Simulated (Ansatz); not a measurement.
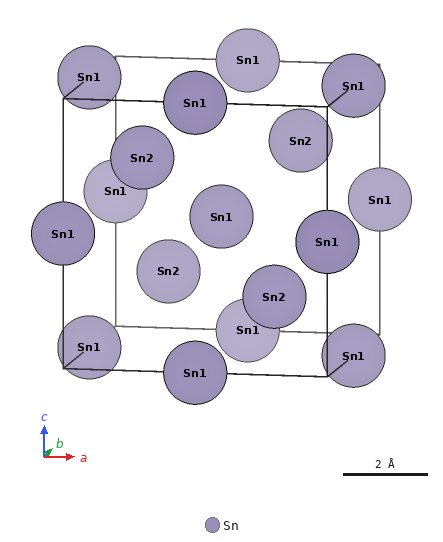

**Figure 1.** The structure as given in the input (spheres-only view of the cell 4 times as large as that of the calculation, set on its symmetry axes, seen slightly off an axis; atoms are numbered from 1 in the order of the input). An atom can appear more than once, as a periodic image.

# Run report: Sn, single-point calculation

Sn (2 atoms in the cell), computed with DFT r2SCAN, scalar-relativistic, plane waves, PAW, no spin polarisation (Ansatz 0.2.0).

The structure derives from an entry of the Crystallography Open Database. It belongs to a series of runs on one base structure; here: strain +0.0075 x Voigt [1, -1, 0, 0, 0, 0], atoms carried along. Figures and captions count atoms from 1; the log counts them from 0 in places.

## Input
```yaml
crystal:
  lattice:
    - [0.0, 3.221258, 3.2456]
    - [3.269942, 0.0, 3.2456]
    - [3.269942, 3.221258, 0.0]
  atoms:
    - { symbol: Sn, position: [0.5, 0.5, 0.5] }
    - { symbol: Sn, position: [0.75, 0.75, 0.75] }
basis:
  ecutwfc: 500
kpoints:
  mp_grid: { grid: [12, 12, 12] }
hamiltonian:
  xc: r2scan
scf:
  occupations: { method: gaussian, width: 0.15 }
output:
  forces: true
  stress: true
  eigenvalues: true
  write_density: true
  write_potential: true
  elf: true
  volumetric_format: npy
```

Launch command:
```bash
ansatz run input.yaml --threads 1 --pin off --max-ram 2560MiB --backend cpu --events-out ev --progress --plain --runs-dir out
```

## The program's output
```
Engine: ansatz 0.2.0, x86_64-unknown-linux-gnu
Pseudopotentials: kind: paw
Pseudopotential: Sn, paw, valence charge 14, recommended cutoff 500 eV (meta_gga), Sn.paw.azcp
Functional definition: r2SCAN
  parameter k0 = 0.174
  parameter k1 = 0.065
  parameter a1 = 4.9479
  exchange = r2scan_x(k0 = k0, k1 = k1, a1 = a1)
  correlation = r2scan_c
Crystal: 2 atoms, lattice volume = 68.374 Å³
Basis set: ecut = 500 eV, 1767 PW (Γ), exchange–correlation on 144×144×144 points (64 copies of the dense FFT grid, shifted against one another)
Bands: 18, of which v1, the nominal top of the filled ones, is band 14 counted from 1 (13 counted from 0)
Symmetry: 8 space group operations
Space group: Fddd (ITA 70), of the structure as read, at distance tolerance 4.1e-5 Å
k-points: 280 of 1728
Non-local potential: Sn, projectors of the file, l = 0: 2, l = 1: 2, l = 2: 2, l = 3: 2
PAW form: soft (Blöchl's): semilocal exchange-correlation on the pseudo side does not see the compensation charge
PAW frozen core: Sn, regenerated for the run's functional (the file was generated under x = pbe(κ = 0.804, μ = 0.2195149727645171), c = pbe(β = 0.06672455060314922))
PAW one-centre angular grid: Sn, 590 points (default); XC on 249 of its mesh's 2787 points in the sphere
Initial density: superposition of atomic densities (neutral atoms: chi_scale 0, normalization atom), corrected by the library's trained network
Initial wavefunctions: pseudopotential atomic-orbital guess
Functional: x = r2scan, c = r2scan; τ floored in thin density (d = 2e-4 eV/Å³)
SCF iter   1: F=—  HF=-12077.259119 eV  |F-HF|=—  |Δ(HF+E_count)|=         —  Δρ=4.86e-3  dr2=6.75e-3  dr2_τ=5.17e-3  ethr=1.77e-3  ⟨swp⟩=5.4  Hψ=25640  notcnv=0
preconditioner: auto → Kerker (q_TF=auto, 2.351 Å⁻¹)  [metal: Δε(μ)=0.052 eV  Ē_g=21.009 eV  σ=0.150 eV  W_gap=0.19  n_scr=14 (ndim 8)  ℏωp=23.8 eV  f_vac=0.098  D(μ)=0.08/eV (n_scr^D=0)]
SCF iter   2: F=—  HF=-12077.268001 eV  |F-HF|=—  |Δ(HF+E_count)|=   8.88e-3  Δρ=2.31e-3  dr2=1.64e-3  dr2_τ=2.69e-5  ethr=2.41e-5  ⟨swp⟩=2.1  Hψ=11300  notcnv=0
SCF iter   3: F=—  HF=-12077.268028 eV  |F-HF|=—  |Δ(HF+E_count)|=   2.72e-5  Δρ=7.13e-4  dr2=2.05e-4  dr2_τ=5.28e-6  ethr=5.87e-6  ⟨swp⟩=1.0  Hψ=5040  notcnv=0
SCF iter   4: F=—  HF=-12077.268019 eV  |F-HF|=—  |Δ(HF+E_count)|=   9.24e-6  Δρ=1.41e-4  dr2=3.07e-5  dr2_τ=1.40e-7  ethr=7.32e-7  ⟨swp⟩=2.0  Hψ=8961  notcnv=0
SCF iter   5: F=—  HF=-12077.268023 eV  |F-HF|=—  |Δ(HF+E_count)|=   3.42e-6  Δρ=6.93e-5  dr2=4.85e-6  dr2_τ=4.95e-8  ethr=1.10e-7  ⟨swp⟩=2.0  Hψ=6161  notcnv=0
SCF iter   6: F=—  HF=-12077.268022 eV  |F-HF|=—  |Δ(HF+E_count)|=   4.51e-7  Δρ=1.44e-5  dr2=1.16e-7  dr2_τ=3.32e-9  ethr=1.73e-8  ⟨swp⟩=2.0  Hψ=8962  notcnv=0
SCF iter   7: F=-12077.268022 eV  HF=-12077.268022 eV  |F-HF|=2.25e-9  |Δ(HF+E_count)|=   2.13e-8  Δρ=3.71e-6  dr2=9.09e-9  dr2_τ=7.48e-11  ethr=3.57e-10  ⟨swp⟩=9.7  Hψ=34157  notcnv=0
SCF 1 converged in 7 iterations: F = -12077.268022 eV  dr2 = 9.09e-9
  greatest PAW one-centre occupation: 0.990 electrons in one spin orbital (limit 2), on the Sn atom at site 1 (counted from 0), in its partial waves of l = 2
SCF converged after 7 iterations
Free energy (F): -12077.268022 eV
Harris-Foulkes:  -12077.268022 eV  (|F-HF|=2.25e-9)
Internal energy: -12077.267278 eV  (E = F + TS)
E sigma→0 (E₀):  -12077.267650 eV
Entropy (-TS):   -0.000744 eV (-0.372 meV/atom)
Fermi energy:    7.791777 eV
--- Per-component energies (eV) ---
  E_band       = -267.455324
  E_kinetic    = 374.226984
  E_local      = -2302.368306  (includes V_loc(G=0)·N_el)
  E_nonlocal   = -64.788206
  E_hartree    = 1327.007385
  E_xc         = -748.161196
  E_vxc        = -207.776363  (∫ρ·V_xc dr)
  E_paw        = -8322.406353  (= ΣΔE_a)
  E_vpaw       = -734.056854  (= ΣTr[D̂ρ^β])
  E_aug_tail   = -0.000001  (compensation charges beyond the density's cutoff)
  E_vtau       = 13.296866  (kinetic-family band-sum trace: ∫τ·v_τ [+ j·A + Jᵃ·Aᵃ] dr)
  E_ewald      = -2342.248224
  E_core_change = 1.470640  (= ΣΔE_core)
  E_smearing   = -0.000744  (= −TS)
  E_closure    = 0.000000  (closes the sum)
  Σ components = -12077.268022   (vs F -12077.268022, Δ=0.00e0)
--- Forces (eV/Å), atoms counted from 1 ---
  atom   1  Sn     0.00000000     0.00000000     0.00000000
  atom   2  Sn     0.00000000     0.00000000     0.00000000
  max |Σ_I F_I| component: 0.00e0 eV/Å
--- Stress (GPa, compression-positive) ---
        1.349134       0.000000       0.000000
        0.000000       1.886621       0.000000
        0.000000       0.000000       1.627969
  P = ⅓ Tr σ = 1.6212 GPa (16.212 kbar)
--- Band table (eV; the first three rows and the last of 280) ---
  k-point 0: bands = ["-14.7131", "-14.7097", "-14.7064", "-14.6471", "-14.6447", "-14.3259", "-14.3215", "-14.3169", "-14.3078", "-14.3031", "-3.3754", "7.3886", "7.7050", "7.7592", "7.8113", "9.9417", "9.9759", "10.0096"]
  k-point 1: bands = ["-14.7178", "-14.7141", "-14.7073", "-14.6388", "-14.6367", "-14.3349", "-14.3332", "-14.3226", "-14.2950", "-14.2944", "-3.3043", "6.2539", "7.5782", "7.6411", "8.4019", "10.1448", "10.1803", "10.3266"]
  k-point 2: bands = ["-14.7290", "-14.7250", "-14.7031", "-14.6214", "-14.6198", "-14.3507", "-14.3499", "-14.3292", "-14.2825", "-14.2808", "-3.0939", "4.8777", "7.2567", "7.3261", "8.4558", "10.5606", "10.5829", "11.3248"]
  k-point 279: bands = ["-14.7638", "-14.7638", "-14.6225", "-14.6225", "-14.4734", "-14.4734", "-14.3863", "-14.3863", "-14.2391", "-14.2391", "-0.1032", "-0.1032", "5.0786", "5.0786", "8.6744", "8.6744", "15.8990", "15.8990"]
```

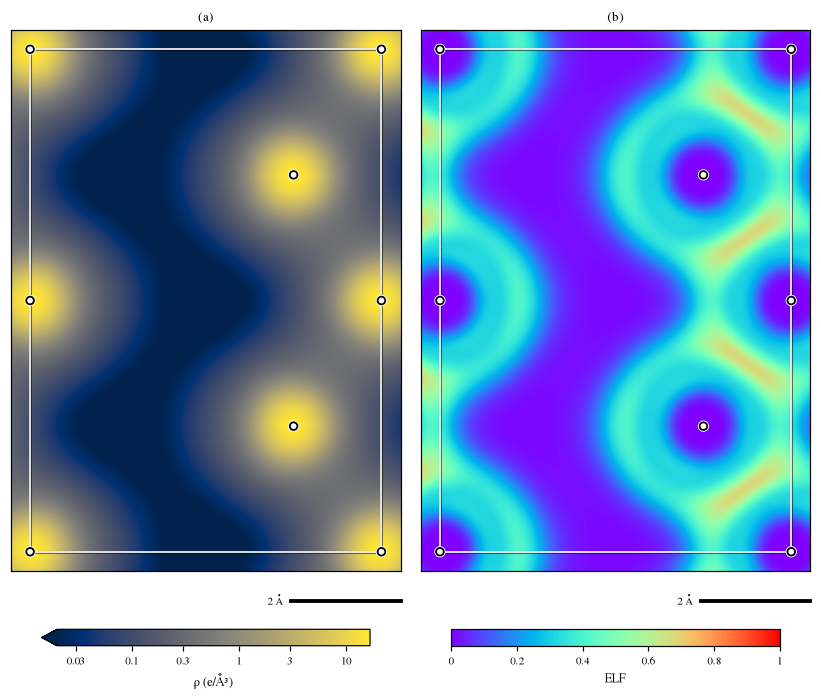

**Figure 2.** (a) valence charge density (pseudo); (b) ELF on the (011) plane of the conventional cell. Circles mark the nuclei in the plane (Sn). Atoms in the plane: Sn. Sn–Sn (2.81 Å): ρ at the midpoint is about 0.37 e/Å³; the ELF peaks at about 0.70 between the atoms. Away from the nuclei the density in this plane falls to 0.01 e/Å³ at its lowest. Core electrons are frozen (PAW), so the fields are smoothed inside the atomic spheres.

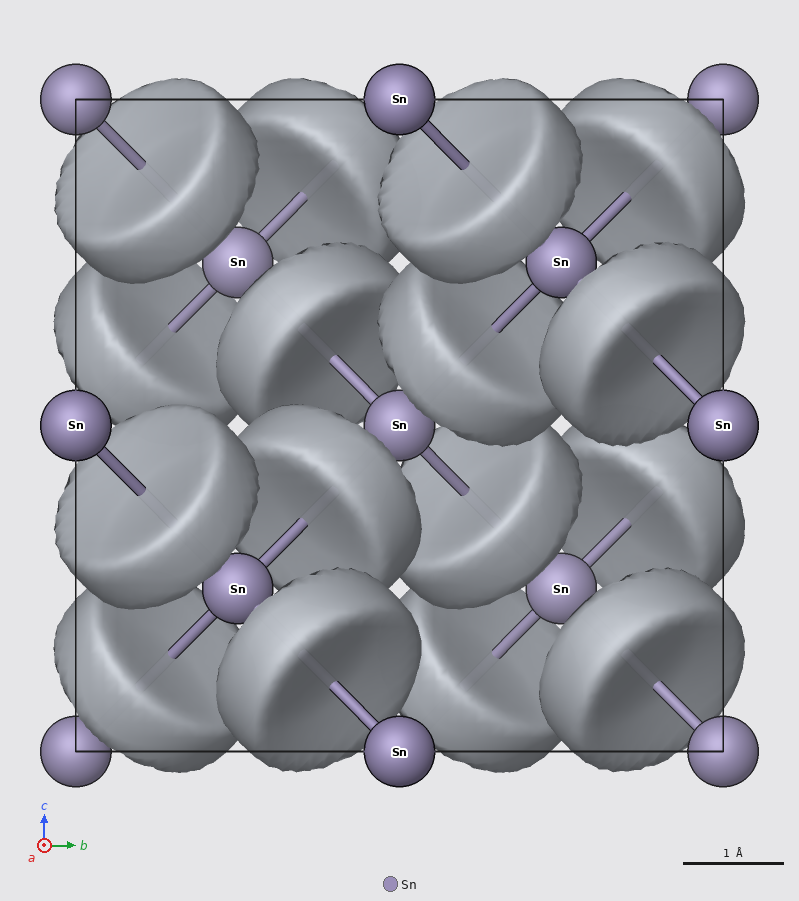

**Figure 3.** Isosurface of the electron localisation function at 0.45 (grey), seen along the a axis. Only the valence region is drawn (cores and ρ < 0.01 e/Å³ removed). Sticks mark near contacts. The outline is the cell set on symmetry axes. The ELF exceeds this value in 16 regions between bonded Sn–Sn atoms (shared pairs), counted in one cell of 8 atoms. Along the contacts the grid gives the following. Sn–Sn (2.81 Å): the ELF peaks at about 0.70 between the atoms.

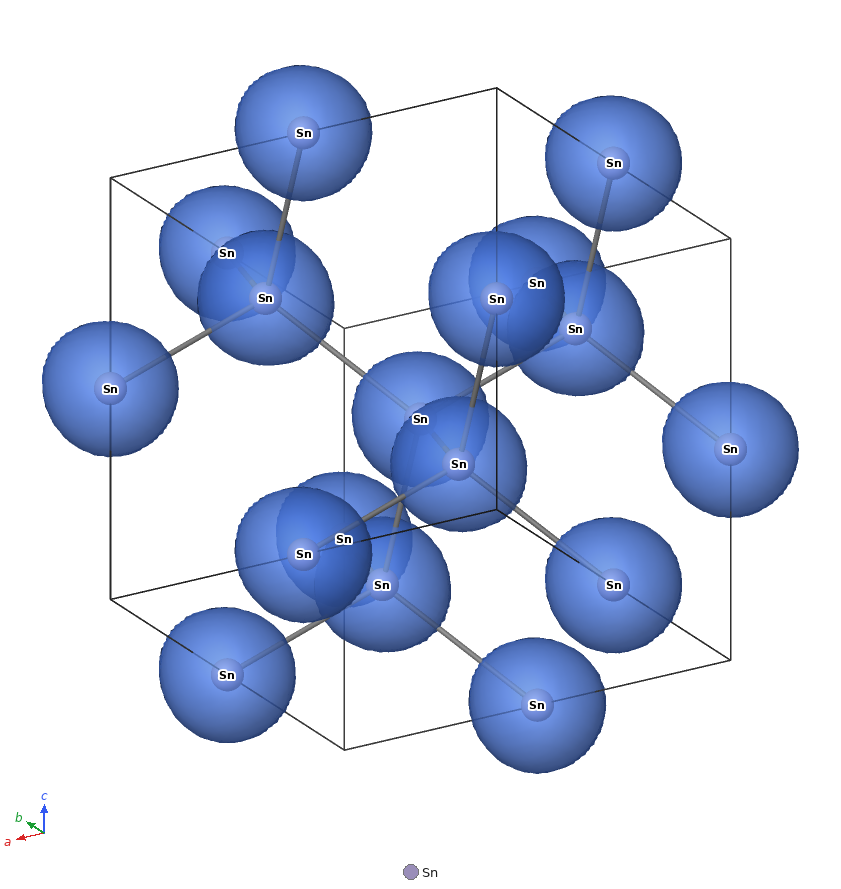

**Figure 4.** Isosurface of the valence charge density (pseudo) at 0.6 e/Å³ (blue), seen at an oblique angle. Sticks mark near contacts. The outline is the cell set on symmetry axes. At this value the density breaks into separate islands; it holds about 70 % of the electrons treated as valence (semicore included). It is pinched off along the Sn–Sn (2.81 Å) contacts. On the grid the lowest density along these lines, outside the cores, is 0.37 e/Å³ (Sn–Sn, 2.81 Å).

## Results in brief

- outcome: converged
- space group (tolerance 0.01 Å): Fddd (70)
- electrons treated: 28
- free energy: −12077.2680 eV
- Fermi energy: 7.792 eV
- gap on the k-point mesh: 0.05 eV
- pressure: 1.62 GPa
- largest force (length of the vector): under 0.001 eV/Å
- hardware: 1 thread of Intel Xeon @ 2.50GHz (Skylake/Cascade Lake), 189 GiB of memory available, shared host
- wall time: 88 s
- peak memory: 0.81 GiB
